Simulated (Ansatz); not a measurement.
## Geometry relaxation of C (part 1 of 2)

C (12 atoms in the cell), computed with DFT PBE, scalar-relativistic, plane waves, PAW (Ansatz 0.2.0).

The structure derives from a Materials Project entry. The run did not end well. It belongs to a series of runs on one base structure; here: biaxial strain in the a-b plane, c and atoms relaxed: -2.0 %. Figures and captions count atoms from 1; the log counts them from 0 in places.

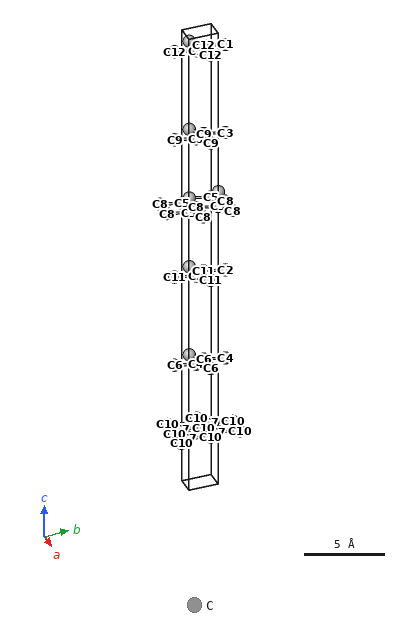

The input geometry (ball-and-stick view of the cell of the calculation, seen slightly off an axis; neighbours outside the cell are drawn fainter; atoms are numbered from 1 in the order of the input). An atom can appear more than once, as a periodic image.

### What the run reported

```csv
quantity,value
outcome,stopped at the time limit
space group (tolerance 0.01 Å),P6₃/mmc (194) → P6₃mc (186)
final cell,"a = 2.417 Å, b = 2.417 Å, c = 28.203 Å, α = 90.00°, β = 90.00°, γ = 120.00°"
hardware,"2 threads of Intel Xeon @ 2.50GHz (Skylake/Cascade Lake), 192 GiB of memory available, shared host"
wall time,6.1 min (CPU time 12 min)
peak memory,0.65 GiB
```

### Diagnosis

The run was cut off by its time limit, so the output is incomplete.

### Input
```yaml
crystal:
  lattice:
    - [2.4172445448, 0.0, 0.0]
    - [-1.2086222724, 2.093395183, 0.0]
    - [0.0, 0.0, 29.3423403031]
  atoms:
    - { symbol: C, position: [0.6666666667, 0.3333333333, 0.96330469] }
    - { symbol: C, position: [0.6666666667, 0.3333333333, 0.4633053611] }
    - { symbol: C, position: [0.6666666667, 0.3333333333, 0.7679576237] }
    - { symbol: C, position: [0.6666666667, 0.3333333333, 0.2679576625] }
    - { symbol: C, position: [0.0, 0.0, 0.6157376426] }
    - { symbol: C, position: [0.3333333333, 0.6666666667, 0.2679576237] }
    - { symbol: C, position: [0.0, 0.0, 0.1157376426] }
    - { symbol: C, position: [0.6666666667, 0.3333333333, 0.6157370101] }
    - { symbol: C, position: [0.3333333333, 0.6666666667, 0.7679576625] }
    - { symbol: C, position: [0.3333333333, 0.6666666667, 0.1157370101] }
    - { symbol: C, position: [0.3333333333, 0.6666666667, 0.46330469] }
    - { symbol: C, position: [0.3333333333, 0.6666666667, 0.9633053611] }
basis:
  ecutwfc: 420
kpoints:
  mp_grid: { grid: [18, 18, 2] }
hamiltonian:
  xc: pbe
scf:
  occupations: { method: gaussian, width: 0.1 }
output:
  forces: true
  stress: true
  eigenvalues: true
relax:
  adjacent_minimum: "off"
  f_tol: 0.008
  max_steps: 40
  cell: { stress_tol: 0.015, fix: [a, b, gamma] }
```

Command:
```bash
ansatz run input.yaml --threads 2 --pin off --max-ram 5120MiB --backend cpu --events-out ev --progress --plain --runs-dir out
```

### Output
```
Engine: ansatz 0.2.0, x86_64-unknown-linux-gnu
Pseudopotentials: kind: paw
Pseudopotential: C, paw, valence charge 4, recommended cutoff 420 eV (normal), C.paw.azcp
Functional definition: PBE
  parameter kappa = 0.804
  parameter beta = 0.06672455060314922
  exchange = pbe_x(kappa = kappa, mu = beta*pi^2/3)
  correlation = pbe_c(beta = beta)
Crystal: 12 atoms, lattice volume = 148.480 Å³
Basis set: ecut = 420 eV, 2817 PW (Γ), exchange–correlation on 36×36×400 points (8 copies of the dense FFT grid, shifted against one another)
Bands: 36, of which v1, the nominal top of the filled ones, is band 24 counted from 1 (23 counted from 0)
Symmetry: 12 space group operations
Space group: P63mc (ITA 186), of the structure as read, at distance tolerance 5.3e-5 Å
k-points: 74 of 648
Non-local potential: C, projectors of the file, l = 0: 2, l = 1: 2, l = 2: 1
PAW form: soft (Blöchl's): semilocal exchange-correlation on the pseudo side does not see the compensation charge
PAW one-centre angular grid: C, 110 points (default); XC on 64 Gauss nodes
Initial density: superposition of atomic densities (neutral atoms: chi_scale 0, normalization atom), corrected by the library's trained network
Initial wavefunctions: pseudopotential atomic-orbital guess
Functional: x = pbe(κ = 0.804, μ = 0.2195149727645171), c = pbe(β = 0.06672455060314922)
SCF iter   1: F=—  HF=-3010.967719 eV  |F-HF|=—  |Δ(HF+E_count)|=         —  Δρ=2.81e-3  dr2=1.49e-2  ethr=1.77e-3  ⟨swp⟩=12.8  Hψ=17394  notcnv=0  defer=53
preconditioner: auto → LDOS  [metal: Δε(μ)=0.017 eV  Ē_g=15.573 eV  σ=0.100 eV  W_gap=0.09  n_scr=20 (ndim 8)  ℏωp=21.1 eV  f_vac=0.325  D(μ)=0.74/eV (n_scr^D=8)  β→1.0]
SCF iter   2: F=—  HF=-3010.972402 eV  |F-HF|=—  |Δ(HF+E_count)|=   4.68e-3  Δρ=9.32e-4  dr2=1.58e-3  ethr=3.09e-5  ⟨swp⟩=2.0  Hψ=5369  notcnv=0  defer=305
SCF iter   3: F=—  HF=-3010.971695 eV  |F-HF|=—  |Δ(HF+E_count)|=   7.07e-4  Δρ=1.21e-4  dr2=1.70e-5  ethr=3.29e-6  ⟨swp⟩=2.1  Hψ=3974  notcnv=0  defer=305
SCF iter   4: F=—  HF=-3010.971655 eV  |F-HF|=—  |Δ(HF+E_count)|=   4.00e-5  Δρ=4.35e-5  dr2=5.91e-6  ethr=3.53e-8  ⟨swp⟩=2.1  Hψ=4058  notcnv=0  defer=305
iter 5 did not close the SCF: its close was put off for the readings that it lacked (scf_convergence_deferred on its scf_iter line)
SCF iter   5: F=-3010.971653 eV  HF=-3010.971653 eV  |F-HF|=3.92e-10  |Δ(HF+E_count)|=   1.44e-6  Δρ=6.68e-6  dr2=5.63e-8  ethr=1.23e-8  ⟨swp⟩=2.0  Hψ=3352  notcnv=0  defer=301
iter 6 did not close the SCF: its close was put off until two iterations running show no level that it waits for move by more than its bar (scf_convergence_deferred on its scf_iter line)
SCF iter   6: F=-3010.971653 eV  HF=-3010.971653 eV  |F-HF|=1.39e-9  |Δ(HF+E_count)|=   1.85e-8  Δρ=1.75e-6  dr2=3.88e-9  ethr=1.17e-10  ⟨swp⟩=25.1  Hψ=18492  notcnv=0
iter 7 did not close the SCF: its close was put off until two iterations running show no level that it waits for move by more than its bar (scf_convergence_deferred on its scf_iter line)
SCF iter   7: F=-3010.971653 eV  HF=-3010.971653 eV  |F-HF|=1.33e-10  |Δ(HF+E_count)|=  3.13e-10  Δρ=5.38e-7  dr2=2.31e-10  ethr=8.09e-12  ⟨swp⟩=7.4  Hψ=8455  notcnv=0
SCF iter   8: F=-3010.971653 eV  HF=-3010.971653 eV  |F-HF|=0.00e0  |Δ(HF+E_count)|=  2.14e-10  Δρ=1.37e-7  dr2=2.12e-11  ethr=1.00e-12  ⟨swp⟩=4.7  Hψ=7661  notcnv=0
SCF 1 converged in 8 iterations: F = -3010.971653 eV  dr2 = 2.12e-11
  greatest PAW one-centre occupation: 0.686 electrons in one spin orbital (limit 2), on the C atom at site 9 (counted from 0), in its partial waves of l = 0
relax step   1: F+E_penalty+E_count = -3010.97165323 eV  Δ(F+E_penalty+E_count) = +0.000e0 eV  max|allowed force component| = 5.551e-4 eV/Å  Δτ_max = 0.0000 Å  P = +12.456 GPa  Ω = 148.480 Å³  fix = [a, b, gamma]  reactions: a +18.702, b +18.702 GPa  (8 SCF iters, dr2 threshold 1.00e-7 eV, accepted)
Crystal: 12 atoms, lattice volume = 148.305 Å³
Basis set: ecut = 420 eV, 2815 PW (Γ), exchange–correlation on 36×36×400 points (8 copies of the dense FFT grid, shifted against one another)
Initial density: handed on by an earlier stage of this run
Initial wavefunctions: those handed on with the density
iter 1 solved again at ethr=6.65e-7 eV; its pass at ethr=3.10e-3 eV (dr2=3.19e-4 eV) is discarded
SCF iter   1: F=—  HF=-3010.972325 eV  |F-HF|=—  |Δ(HF+E_count)|=         —  Δρ=4.78e-4  dr2=3.14e-4  ethr=6.65e-7  ⟨swp⟩=2.4  Hψ=11134  notcnv=0
preconditioner: auto → LDOS  [metal: Δε(μ)=0.000 eV  Ē_g=15.537 eV  σ=0.100 eV  W_gap=0.00  n_scr=20 (ndim 8)  ℏωp=21.1 eV  f_vac=0.324  D(μ)=0.75/eV (n_scr^D=8)  β→1.0]
SCF iter   2: F=—  HF=-3010.972313 eV  |F-HF|=—  |Δ(HF+E_count)|=   1.27e-5  Δρ=2.55e-4  dr2=3.15e-4  ethr=6.55e-7  ⟨swp⟩=2.1  Hψ=4295  notcnv=0
SCF iter   3: F=—  HF=-3010.972223 eV  |F-HF|=—  |Δ(HF+E_count)|=   8.91e-5  Δρ=3.83e-5  dr2=2.73e-6  ethr=6.55e-7  ⟨swp⟩=2.0  Hψ=3598  notcnv=0
SCF iter   4: F=—  HF=-3010.972180 eV  |F-HF|=—  |Δ(HF+E_count)|=   4.32e-5  Δρ=7.32e-6  dr2=3.82e-8  ethr=5.69e-9  ⟨swp⟩=2.0  Hψ=4421  notcnv=0
SCF iter   5: F=—  HF=-3010.972180 eV  |F-HF|=—  |Δ(HF+E_count)|=   4.26e-8  Δρ=1.49e-6  dr2=3.27e-9  ethr=6.61e-12  ⟨swp⟩=7.9  Hψ=13056  notcnv=0
SCF iter   6: F=-3010.972180 eV  HF=-3010.972180 eV  |F-HF|=4.02e-10  |Δ(HF+E_count)|=  8.94e-10  Δρ=5.74e-7  dr2=6.38e-10  ethr=6.61e-12  ⟨swp⟩=4.6  Hψ=8088  notcnv=0
SCF 2 converged in 6 iterations: F = -3010.972180 eV  dr2 = 6.38e-10
[... from here on the iterations of each SCF are left out, up to the last one ...]
relax step   2: F+E_penalty+E_count = -3010.97218034 eV  Δ(F+E_penalty+E_count) = -5.271e-4 eV  max|allowed force component| = 1.590e-4 eV/Å  Δτ_max = 0.0017 Å  P = +12.475 GPa  Ω = 148.305 Å³  energy of the carried Pulay correction = +4.917e-4 eV  fix = [a, b, gamma]  reactions: a +18.726, b +18.726 GPa  (6 SCF iters, dr2 threshold 3.18e-9 eV, accepted)
Crystal: 12 atoms, lattice volume = 147.837 Å³
Basis set: ecut = 420 eV, 2791 PW (Γ), exchange–correlation on 36×36×400 points (8 copies of the dense FFT grid, shifted against one another)
preconditioner: auto → LDOS  [metal: Δε(μ)=0.000 eV  Ē_g=15.548 eV  σ=0.100 eV  W_gap=0.00  n_scr=20 (ndim 8)  ℏωp=21.2 eV  f_vac=0.322  D(μ)=0.74/eV (n_scr^D=8)  β→1.0]
SCF 3 converged in 7 iterations: F = -3010.973538 eV  dr2 = 2.40e-10
relax step   3: F+E_penalty+E_count = -3010.97353752 eV  Δ(F+E_penalty+E_count) = -1.357e-3 eV  max|allowed force component| = 1.122e-4 eV/Å  Δτ_max = 0.0054 Å  P = +12.528 GPa  Ω = 147.837 Å³  energy of the carried Pulay correction = +1.808e-3 eV  fix = [a, b, gamma]  reactions: a +18.791, b +18.791 GPa  (7 SCF iters, dr2 threshold 1.66e-9 eV, accepted)
Initial wavefunctions: pseudopotential atomic-orbital guess (no wavefunctions were taken with the density)
preconditioner: auto → LDOS  [metal: Δε(μ)=0.000 eV  Ē_g=15.543 eV  σ=0.100 eV  W_gap=0.00  n_scr=20 (ndim 8)  ℏωp=21.2 eV  f_vac=0.322  D(μ)=0.74/eV (n_scr^D=8)  β→1.0]
SCF 4 converged in 6 iterations: F = -3010.971875 eV  dr2 = 1.69e-12
relax step   4: F+E_penalty+E_count = -3010.97187489 eV  Δ(F+E_penalty+E_count) = +1.663e-3 eV  max|allowed force component| = 1.261e-4 eV/Å  Δτ_max = 0.0000 Å  P = +12.511 GPa  Ω = 147.837 Å³  fix = [a, b, gamma]  reactions: a +18.782, b +18.782 GPa  stress off target by 3.29e-2 GPa on what of the cell is left free  SCF on the basis re-selected at this cell (its energy is not comparable with the rows above)  (6 SCF iters)
basis re-selected at this cell: Δ(F+E_penalty+E_count) = +1.663e-3 eV, ΔP = -0.017 GPa vs the last step (what re-selecting the basis moved, of the pressure what is left beyond the Pulay correction that the steps carried, after the strain that the cell walked since its last selection, with what the two solves' SCF thresholds leave and, on support functions, any second-order correction that the steps lacked; it is no measure of the basis error at this ecutwfc). This SCF's stress stands 3.29e-2 GPa from its target on what of the cell is left free (relax.cell.stress_tol is 1.50e-2 GPa) and its largest allowed force component is 1.26e-4 eV/Å (relax.f_tol is 8.00e-3 eV/Å): not within both, so this SCF does not close the relaxation
Crystal: 12 atoms, lattice volume = 147.247 Å³
Basis set: ecut = 420 eV, 2779 PW (Γ), exchange–correlation on 36×36×400 points (8 copies of the dense FFT grid, shifted against one another)
preconditioner: auto → LDOS  [metal: Δε(μ)=0.000 eV  Ē_g=15.557 eV  σ=0.100 eV  W_gap=0.00  n_scr=20 (ndim 8)  ℏωp=21.2 eV  f_vac=0.320  D(μ)=0.73/eV (n_scr^D=8)  β→1.0]
SCF 5 converged in 7 iterations: F = -3010.973596 eV  dr2 = 4.18e-10
relax step   5: F+E_penalty+E_count = -3010.97359635 eV  Δ(F+E_penalty+E_count) = -1.721e-3 eV  max|allowed force component| = 1.703e-5 eV/Å  Δτ_max = 0.0068 Å  P = +12.569 GPa  Ω = 147.247 Å³  energy of the carried Pulay correction = +1.646e-3 eV  fix = [a, b, gamma]  reactions: a +18.858, b +18.858 GPa  (7 SCF iters, dr2 threshold 2.71e-9 eV, accepted)
Crystal: 12 atoms, lattice volume = 147.094 Å³
Basis set: ecut = 420 eV, 2767 PW (Γ), exchange–correlation on 36×36×400 points (8 copies of the dense FFT grid, shifted against one another)
preconditioner: auto → LDOS  [metal: Δε(μ)=0.000 eV  Ē_g=15.550 eV  σ=0.100 eV  W_gap=0.00  n_scr=20 (ndim 8)  ℏωp=21.2 eV  f_vac=0.320  D(μ)=0.73/eV (n_scr^D=8)  β→1.0]
SCF 6 converged in 8 iterations: F = -3010.974022 eV  dr2 = 1.67e-12
relax step   6: F+E_penalty+E_count = -3010.97402194 eV  Δ(F+E_penalty+E_count) = -4.256e-4 eV  max|allowed force component| = 3.786e-5 eV/Å  Δτ_max = 0.0013 Å  P = +12.585 GPa  Ω = 147.094 Å³  energy of the carried Pulay correction = +2.068e-3 eV  fix = [a, b, gamma]  reactions: a +18.877, b +18.877 GPa  (8 SCF iters, accepted)
preconditioner: auto → LDOS  [metal: Δε(μ)=0.000 eV  Ē_g=15.549 eV  σ=0.100 eV  W_gap=0.00  n_scr=20 (ndim 8)  ℏωp=21.2 eV  f_vac=0.320  D(μ)=0.73/eV (n_scr^D=8)  β→1.0]
SCF 7 converged in 6 iterations: F = -3010.972020 eV  dr2 = 1.23e-12
relax step   7: F+E_penalty+E_count = -3010.97202001 eV  Δ(F+E_penalty+E_count) = +2.002e-3 eV  max|allowed force component| = 2.734e-5 eV/Å  Δτ_max = 0.0000 Å  P = +12.575 GPa  Ω = 147.094 Å³  fix = [a, b, gamma]  reactions: a +18.877, b +18.877 GPa  stress off target by 2.85e-2 GPa on what of the cell is left free  SCF on the basis re-selected at this cell (its energy is not comparable with the rows above)  (6 SCF iters)
basis re-selected at this cell: Δ(F+E_penalty+E_count) = +2.002e-3 eV, ΔP = -0.010 GPa vs the last step (what re-selecting the basis moved, of the pressure what is left beyond the Pulay correction that the steps carried, after the strain that the cell walked since its last selection, with what the two solves' SCF thresholds leave and, on support functions, any second-order correction that the steps lacked; it is no measure of the basis error at this ecutwfc). This SCF's stress stands 2.85e-2 GPa from its target on what of the cell is left free (relax.cell.stress_tol is 1.50e-2 GPa) and its largest allowed force component is 2.73e-5 eV/Å (relax.f_tol is 8.00e-3 eV/Å): not within both, so this SCF does not close the relaxation
Crystal: 12 atoms, lattice volume = 146.439 Å³
preconditioner: auto → LDOS  [metal: Δε(μ)=0.000 eV  Ē_g=15.567 eV  σ=0.100 eV  W_gap=0.00  n_scr=20 (ndim 8)  ℏωp=21.3 eV  f_vac=0.317  D(μ)=0.73/eV (n_scr^D=8)  β→1.0]
SCF 8 converged in 7 iterations: F = -3010.973908 eV  dr2 = 3.22e-10
relax step   8: F+E_penalty+E_count = -3010.97390828 eV  Δ(F+E_penalty+E_count) = -1.888e-3 eV  max|allowed force component| = 1.436e-4 eV/Å  Δτ_max = 0.0044 Å  P = +12.637 GPa  Ω = 146.439 Å³  energy of the carried Pulay correction = +1.825e-3 eV  fix = [a, b, gamma]  reactions: a +18.957, b +18.957 GPa  (7 SCF iters, dr2 threshold 2.04e-9 eV, accepted)
Crystal: 12 atoms, lattice volume = 146.356 Å³
Basis set: ecut = 420 eV, 2755 PW (Γ), exchange–correlation on 36×36×400 points (8 copies of the dense FFT grid, shifted against one another)
preconditioner: auto → LDOS  [metal: Δε(μ)=0.000 eV  Ē_g=15.556 eV  σ=0.100 eV  W_gap=0.00  n_scr=20 (ndim 8)  ℏωp=21.3 eV  f_vac=0.317  D(μ)=0.73/eV (n_scr^D=8)  β→1.0]
SCF 9 converged in 8 iterations: F = -3010.974140 eV  dr2 = 8.01e-13
relax step   9: F+E_penalty+E_count = -3010.97414016 eV  Δ(F+E_penalty+E_count) = -2.319e-4 eV  max|allowed force component| = 1.517e-4 eV/Å  Δτ_max = 0.0011 Å  P = +12.645 GPa  Ω = 146.356 Å³  energy of the carried Pulay correction = +2.054e-3 eV  fix = [a, b, gamma]  reactions: a +18.967, b +18.967 GPa  (8 SCF iters, accepted)
Crystal: 12 atoms, lattice volume = 146.229 Å³
preconditioner: auto → LDOS  [metal: Δε(μ)=0.000 eV  Ē_g=15.558 eV  σ=0.100 eV  W_gap=0.00  n_scr=20 (ndim 8)  ℏωp=21.3 eV  f_vac=0.315  D(μ)=0.73/eV (n_scr^D=8)  β→1.0]
SCF 10 converged in 8 iterations: F = -3010.974490 eV  dr2 = 4.86e-12
relax step  10: F+E_penalty+E_count = -3010.97449042 eV  Δ(F+E_penalty+E_count) = -3.503e-4 eV  max|allowed force component| = 1.611e-4 eV/Å  Δτ_max = 0.0048 Å  P = +12.656 GPa  Ω = 146.229 Å³  energy of the carried Pulay correction = +2.399e-3 eV  fix = [a, b, gamma]  reactions: a +18.983, b +18.983 GPa  (8 SCF iters, accepted)
preconditioner: auto → LDOS  [metal: Δε(μ)=0.000 eV  Ē_g=15.559 eV  σ=0.100 eV  W_gap=0.00  n_scr=20 (ndim 8)  ℏωp=21.3 eV  f_vac=0.315  D(μ)=0.73/eV (n_scr^D=8)  β→1.0]
SCF 11 converged in 6 iterations: F = -3010.972155 eV  dr2 = 1.52e-12
relax step  11: F+E_penalty+E_count = -3010.97215510 eV  Δ(F+E_penalty+E_count) = +2.335e-3 eV  max|allowed force component| = 1.512e-4 eV/Å  Δτ_max = 0.0000 Å  P = +12.650 GPa  Ω = 146.229 Å³  fix = [a, b, gamma]  reactions: a +18.988, b +18.988 GPa  stress off target by 2.72e-2 GPa on what of the cell is left free  SCF on the basis re-selected at this cell (its energy is not comparable with the rows above)  (6 SCF iters)
basis re-selected at this cell: Δ(F+E_penalty+E_count) = +2.335e-3 eV, ΔP = -0.007 GPa vs the last step (what re-selecting the basis moved, of the pressure what is left beyond the Pulay correction that the steps carried, after the strain that the cell walked since its last selection, with what the two solves' SCF thresholds leave and, on support functions, any second-order correction that the steps lacked; it is no measure of the basis error at this ecutwfc). This SCF's stress stands 2.72e-2 GPa from its target on what of the cell is left free (relax.cell.stress_tol is 1.50e-2 GPa) and its largest allowed force component is 1.51e-4 eV/Å (relax.f_tol is 8.00e-3 eV/Å): not within both, so this SCF does not close the relaxation
Crystal: 12 atoms, lattice volume = 144.806 Å³
Basis set: ecut = 420 eV, 2741 PW (Γ), exchange–correlation on 36×36×400 points (8 copies of the dense FFT grid, shifted against one another)
preconditioner: auto → LDOS  [metal: Δε(μ)=0.004 eV  Ē_g=15.604 eV  σ=0.100 eV  W_gap=0.02  n_scr=20 (ndim 8)  ℏωp=21.4 eV  f_vac=0.311  D(μ)=0.73/eV (n_scr^D=8)  β→1.0]
SCF 12 converged in 10 iterations: F = -3010.976235 eV  dr2 = 8.81e-13
relax step  12: F+E_penalty+E_count = -3010.97623545 eV  Δ(F+E_penalty+E_count) = -4.080e-3 eV  max|allowed force component| = 2.924e-4 eV/Å  Δτ_max = 0.0640 Å  P = +12.781 GPa  Ω = 144.806 Å³  energy of the carried Pulay correction = +3.917e-3 eV  fix = [a, b, gamma]  reactions: a +19.166, b +19.166 GPa  (10 SCF iters, dr2 threshold 1.86e-9 eV, accepted)
Basis set: ecut = 420 eV, 2741 PW (Γ), exchange–correlation on 36×36×384 points (8 copies of the dense FFT grid, shifted against one another)
preconditioner: auto → LDOS  [metal: Δε(μ)=0.000 eV  Ē_g=15.571 eV  σ=0.100 eV  W_gap=0.00  n_scr=20 (ndim 8)  ℏωp=21.4 eV  f_vac=0.311  D(μ)=0.73/eV (n_scr^D=8)  β→1.0]
SCF 13 converged in 5 iterations: F = -3010.972409 eV  dr2 = 1.04e-11
relax step  13: F+E_penalty+E_count = -3010.97240933 eV  Δ(F+E_penalty+E_count) = +3.826e-3 eV  max|allowed force component| = 2.870e-4 eV/Å  Δτ_max = 0.0000 Å  P = +12.773 GPa  Ω = 144.806 Å³  fix = [a, b, gamma]  reactions: a +19.176, b +19.176 GPa  stress off target by 3.26e-2 GPa on what of the cell is left free  SCF on the basis re-selected at this cell (its energy is not comparable with the rows above)  (5 SCF iters)
basis re-selected at this cell: Δ(F+E_penalty+E_count) = +3.826e-3 eV, ΔP = -0.008 GPa vs the last step (what re-selecting the basis moved, of the pressure what is left beyond the Pulay correction that the steps carried, after the strain that the cell walked since its last selection, with what the two solves' SCF thresholds leave and, on support functions, any second-order correction that the steps lacked; it is no measure of the basis error at this ecutwfc). The dense FFT grid was sized anew with the basis: this SCF ran on 18×18×192 points, the steps before it on 18×18×200, so part of this shift can come from that change (see relax.cell in the input reference). This SCF's stress stands 3.26e-2 GPa from its target on what of the cell is left free (relax.cell.stress_tol is 1.50e-2 GPa) and its largest allowed force component is 2.87e-4 eV/Å (relax.f_tol is 8.00e-3 eV/Å): not within both, so this SCF does not close the relaxation
```
